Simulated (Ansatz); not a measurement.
# Single-point calculation, with input and output: SiC

System: SiC (8 atoms in the cell).
Method: DFT LDA, scalar-relativistic, plane waves, PAW, PAW set soft_1, no spin polarisation (Ansatz 0.2.0).

The structure derives from a Materials Project entry. Figures and captions count atoms from 1; the log counts them from 0 in places.

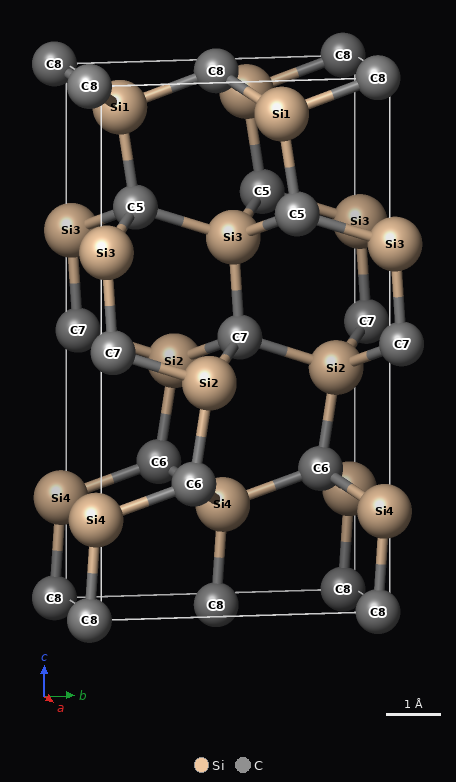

Figure 1. The structure (ball-and-stick view of the cell 2 times as large as that of the calculation, set on its symmetry axes, seen slightly off an axis; atoms are numbered from 1 in the order of the input). An atom can appear more than once, as a periodic image. Near neighbours in the periodic cell (some may lie outside the picture): Si has 4 C at 1.87 to 1.96 Å; C has 4 Si at 1.87 to 1.96 Å.

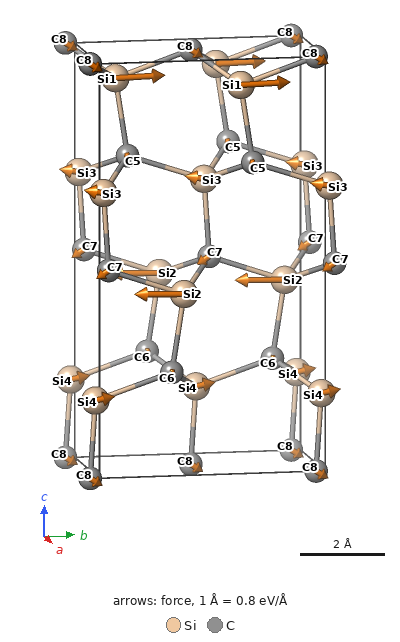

Figure 2. Forces on the atoms as orange arrows (ball-and-stick view of the cell 2 times as large as that of the calculation, set on its symmetry axes, seen slightly off an axis; atoms are numbered from 1 in the order of the input). The largest act on Si1, Si2 (0.98 eV/Å); Si3, Si4 (0.39 eV/Å). The geometry is not a stationary point of this energy.

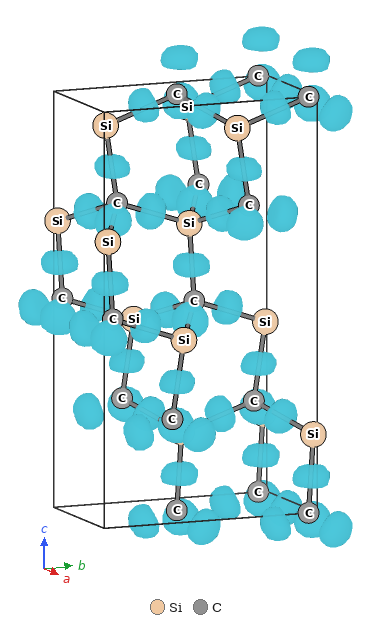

Figure 3. Isosurface of the ELF at 0.85 (cyan), seen slightly off an axis. Only the valence region is drawn (cores and ρ < 0.01 e/Å³ removed). Sticks mark near contacts. The outline is the cell set on symmetry axes. The ELF exceeds this value in 32 regions between bonded C–Si atoms (shared pairs), counted in one cell of 16 atoms. Along the contacts the grid gives the following. Si–C (1.87 Å): the ELF peaks at about 0.95 between the atoms (a covalent bond). Si–C (1.93 Å): the ELF peaks at about 0.95 between the atoms, which marks localised, shared-pair bonding. The fields are those of the smooth PAW valence density.

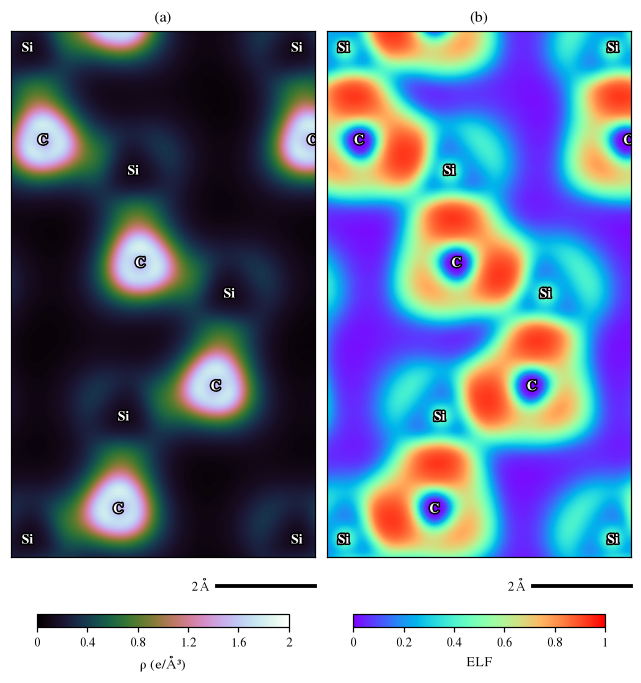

Figure 4. (a) valence charge density (pseudo); (b) ELF on the (100) plane of the conventional cell. Si–C (1.88 Å): ρ is about 0.89 e/Å³ halfway; the ELF peaks at about 0.95 between the atoms, which marks a shared electron pair. Away from the nuclei the density in this plane falls to 0.05 e/Å³ at its lowest.

The input and output of the run follow.

### The input
```yaml
crystal:
  lattice:
    - [3.0584677755, 0.0, 0.0]
    - [-1.5292338877, 2.7414156679, 0.0]
    - [0.0, 0.0, 10.0120151167]
  atoms:
    - { symbol: Si, position: [0.6253257999, 0.2506515997, 0.9378428256] }
    - { symbol: Si, position: [0.3746742001, 0.7493484003, 0.4378428256] }
    - { symbol: Si, position: [0.0180601498, 0.0361202996, 0.6879007609] }
    - { symbol: Si, position: [-0.0180601498, -0.0361202996, 0.1879007609] }
    - { symbol: C, position: [0.6791987509, 0.3583975018, 0.7498079005] }
    - { symbol: C, position: [0.3208012491, 0.6416024982, 0.2498079005] }
    - { symbol: C, position: [0.0409063301, 0.0818126602, 0.500447513] }
    - { symbol: C, position: [-0.0409063301, -0.0818126602, 0.000447513] }
basis:
  ecutwfc: 520.0
kpoints:
  mp_grid: { grid: [12, 12, 4] }
hamiltonian:
  xc: lda
  pseudopotentials: { kind: paw, azcp: { folder: soft_1 } }
scf:
  occupations: { method: gaussian, width: 0.05 }
output:
  forces: true
  stress: true
  eigenvalues: true
  write_density: true
  write_potential: true
  elf: true
  volumetric_format: npy
```

Command:
```bash
ansatz run input.yaml --threads 2 --pin off --max-ram 4096MiB --backend cpu --events-out ev --progress --plain --runs-dir out
```

### The program's output
```
Warning: [file] the record states the generating functional pbe (its physics header spells it `PBE`), which answers neither for hamiltonian.xc's functional nor for the lda family's — results may be inconsistent (PPs are generated against a specific XC)
Warning: [file] the record states the generating functional pbe (its physics header spells it `PBE`), which answers neither for hamiltonian.xc's functional nor for the lda family's — results may be inconsistent (PPs are generated against a specific XC)
Engine: ansatz 0.2.0, aarch64-unknown-linux-gnu
Pseudopotentials: kind: paw
Pseudopotential: Si, paw, valence charge 4, recommended cutoff 420 eV (normal), [file]
Pseudopotential: C, paw, valence charge 4, recommended cutoff 420 eV (normal), [file]
Functional definition: SPW92
  exchange = slater_x
  correlation = pw_c
Crystal: 8 atoms, lattice volume = 83.946 Å³
Basis set: ecut = 520 eV, 2251 PW (Γ)
Bands: 24, of which v1, the nominal top of the filled ones, is band 16 counted from 1 (15 counted from 0)
Symmetry: 4 space group operations
Space group: Cmc21 (ITA 36), of the structure as read, at distance tolerance 4.4e-5 Å
k-points: 129 of 576 (time reversal used)
Non-local potential: Si, projectors of the file, l = 0: 2, l = 1: 2, l = 2: 1
Non-local potential: C, projectors of the file, l = 0: 2, l = 1: 2, l = 2: 1
PAW form: soft (Blöchl's): semilocal exchange-correlation on the pseudo side does not see the compensation charge
PAW frozen core: Si, regenerated for the run's functional, and the local potential with it (the file was generated under x = pbe(κ = 0.804, μ = 0.2195149727645171), c = pbe(β = 0.06672455060314922))
PAW frozen core: C, regenerated for the run's functional, and the local potential with it (the file was generated under x = pbe(κ = 0.804, μ = 0.2195149727645171), c = pbe(β = 0.06672455060314922))
PAW one-centre angular grid: Si, 110 points (default); XC on 64 Gauss nodes
PAW one-centre angular grid: C, 110 points (default); XC on 64 Gauss nodes
Initial density: superposition of atomic densities (chi_scale 0.1, normalization cell, long waves kept (reshape's long-wave potential 0.00 eV rms))
Initial wavefunctions: pseudopotential atomic-orbital guess
Functional: x = slater, c = lda
SCF iter   1: F=—  HF=-3414.312357 eV  |F-HF|=—  |Δ(HF+E_count)|=         —  Δρ=1.34e-1  dr2=1.86e1  ethr=3.10e-3  ⟨swp⟩=6.4  Hψ=17906  notcnv=0  defer=6
preconditioner: auto → none  [insulator: Δε(μ)=3.752 eV  Ē_g=12.489 eV  σ=0.050 eV  W_gap=1.00  n_scr=8 (ndim 8)  ℏωp=22.9 eV  f_vac=0.000  D(μ)=0.00/eV (n_scr^D=0)  ε∞_Penn≈4.4]
SCF iter   2: F=—  HF=-3408.520627 eV  |F-HF|=—  |Δ(HF+E_count)|=    5.79e0  Δρ=3.26e-2  dr2=6.28e-1  ethr=3.10e-3  ⟨swp⟩=4.0  Hψ=8108  notcnv=0  defer=359
SCF iter   3: F=—  HF=-3408.365332 eV  |F-HF|=—  |Δ(HF+E_count)|=   1.55e-1  Δρ=1.13e-2  dr2=5.53e-2  ethr=1.96e-3  ⟨swp⟩=2.8  Hψ=5285  notcnv=0  defer=359
SCF iter   4: F=—  HF=-3408.356139 eV  |F-HF|=—  |Δ(HF+E_count)|=   9.19e-3  Δρ=8.76e-4  dr2=1.71e-3  ethr=1.73e-4  ⟨swp⟩=3.0  Hψ=5086  notcnv=0  defer=359
SCF iter   5: F=—  HF=-3408.355755 eV  |F-HF|=—  |Δ(HF+E_count)|=   3.84e-4  Δρ=3.02e-4  dr2=1.68e-4  ethr=5.33e-6  ⟨swp⟩=2.0  Hψ=4209  notcnv=0  defer=359
SCF iter   6: F=—  HF=-3408.355721 eV  |F-HF|=—  |Δ(HF+E_count)|=   3.40e-5  Δρ=8.25e-5  dr2=3.89e-6  ethr=5.26e-7  ⟨swp⟩=2.0  Hψ=4151  notcnv=0  defer=359
SCF iter   7: F=—  HF=-3408.355721 eV  |F-HF|=—  |Δ(HF+E_count)|=   1.13e-7  Δρ=1.82e-5  dr2=1.28e-7  ethr=1.22e-8  ⟨swp⟩=2.2  Hψ=4686  notcnv=0  defer=359
SCF iter   8: F=-3408.355721 eV  HF=-3408.355721 eV  |F-HF|=7.08e-10  |Δ(HF+E_count)|=   6.44e-8  Δρ=3.26e-6  dr2=3.64e-9  ethr=3.13e-10  ⟨swp⟩=17.6  Hψ=26303  notcnv=0
SCF 1 converged in 8 iterations: F = -3408.355721 eV  dr2 = 3.64e-9
  greatest PAW one-centre occupation: 0.639 electrons in one spin orbital (limit 2), on the C atom at site 7 (counted from 0), in its partial waves of l = 0
SCF converged after 8 iterations
Free energy (F): -3408.355721 eV
Harris-Foulkes:  -3408.355721 eV  (|F-HF|=7.08e-10)
Internal energy: -3408.355721 eV  (E = F + TS)
E sigma→0 (E₀):  -3408.355721 eV
Fermi energy:    10.271840 eV
--- Per-component energies (eV) ---
  E_band       = 104.184518
  E_kinetic    = 529.414652
  E_local      = -391.637814  (includes V_loc(G=0)·N_el)
  E_nonlocal   = 188.181097
  E_hartree    = 126.870918
  E_xc         = -418.203118
  E_vxc        = -433.157001  (∫ρ·V_xc dr)
  E_paw        = -2309.870785  (= ΣΔE_a)
  E_vpaw       = -42.357970  (= ΣTr[D̂ρ^β])
  E_aug_tail   = 0.000042  (compensation charges beyond the density's cutoff)
  E_ewald      = -1133.699367
  E_core_change = 0.588653  (= ΣΔE_core)
  E_smearing   = -0.000000  (= −TS)
  E_closure    = -0.000000  (closes the sum)
  Σ components = -3408.355721   (vs F -3408.355721, Δ=0.00e0)
--- Forces (eV/Å), atoms counted from 1 ---
  atom   1  Si     0.00000000     0.97677669     0.02619714
  atom   2  Si    -0.00000000    -0.97677669     0.02619714
  atom   3  Si    -0.00000000    -0.38834324     0.07111463
  atom   4  Si     0.00000000     0.38834324     0.07111463
  atom   5  C     -0.00000000    -0.05378480     0.05647324
  atom   6  C      0.00000000     0.05378480     0.05647324
  atom   7  C     -0.00000000    -0.24415017    -0.15378165
  atom   8  C      0.00000000     0.24415017    -0.15378165
  max |Σ_I F_I| component: 6.73e-6 eV/Å
--- Stress (GPa, compression-positive) ---
       -1.946704      -0.000000       0.000000
       -0.000000     -18.881472       0.000000
        0.000000       0.000000      -1.450566
  P = ⅓ Tr σ = -7.4262 GPa (-74.262 kbar)
--- Band table (eV; the first three rows and the last of 129) ---
  k-point 0: bands = ["-6.1546", "-4.9556", "-4.9128", "-2.4570", "0.6343", "4.9295", "5.0181", "7.8572", "7.9250", "8.1763", "8.3700", "8.5273", "8.5315", "9.0781", "9.0929", "9.3015", "13.7611", "13.9144", "14.8645", "15.0457", "15.7597", "15.7983", "16.2583", "16.3756"]
  k-point 1: bands = ["-6.0768", "-5.4611", "-4.2804", "-2.8170", "1.1176", "3.5366", "6.4164", "7.8903", "7.9612", "8.0926", "8.2267", "8.5307", "8.6912", "8.9899", "9.0294", "9.0390", "13.7872", "13.8993", "14.9743", "15.0452", "15.8559", "15.8689", "16.3156", "16.4254"]
  k-point 2: bands = ["-5.8443", "-5.8443", "-3.5381", "-3.5381", "2.2039", "2.2039", "7.7150", "7.7150", "7.9988", "7.9988", "8.0662", "8.0662", "8.8922", "8.8922", "8.9139", "8.9139", "13.8481", "13.8481", "15.0619", "15.0619", "15.9530", "15.9530", "16.4303", "16.4303"]
  k-point 128: bands = ["-2.8194", "-2.8194", "-1.2342", "-1.2342", "1.7005", "1.7005", "2.6578", "2.6578", "4.4394", "4.4394", "5.0200", "5.0200", "5.7857", "5.7857", "7.5841", "7.5841", "12.8938", "12.8938", "14.6690", "14.6690", "15.8318", "15.8318", "16.7927", "16.7927"]
```

### Results in brief

- outcome: converged
- space group (tolerance 0.01 Å): Cmc2₁ (36)
- electrons treated: 32
- free energy: −3408.3557 eV
- Fermi energy: 10.272 eV
- gap on the k-point mesh: 1.94 eV
- pressure: −7.43 GPa
- largest force (length of the vector): 0.977 eV/Å
- hardware: 2 threads of Arm Neoverse N1, 98 GiB of memory available, shared host
- wall time: 41 s (CPU time 82 s)
- peak memory: 0.52 GiB

### Remarks

The program warns: the PAW datasets were made with another functional.
